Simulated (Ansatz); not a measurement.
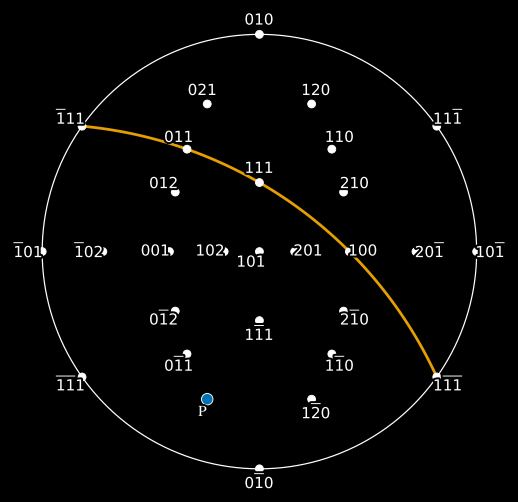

For CO, coordinates from a relaxation with Ansatz, DFT, PAW plane waves, r2scan: stereographic projection of plane normals (upper hemisphere) centred on (1 0 1). The drawing is computed from the coordinates (standard cell, symmetry found to 0.002 Å).

a = 5.630 Å, b = 5.630 Å, c = 5.630 Å, α = 90.00°, β = 90.00°, γ = 90.00°.

> Index the pole marked P.

P is (0 −2 1), 71.6° from the centre.

> Which zone does the coloured great circle trace?

The zone [0 1 −1]: its poles satisfy k − l = 0.

> What is the angle between the normals of (1 2 0) and (0 −1 0), and what are their d_hkl = 1/|g|?

153.4°; d = 2.518 Å and 5.630 Å.
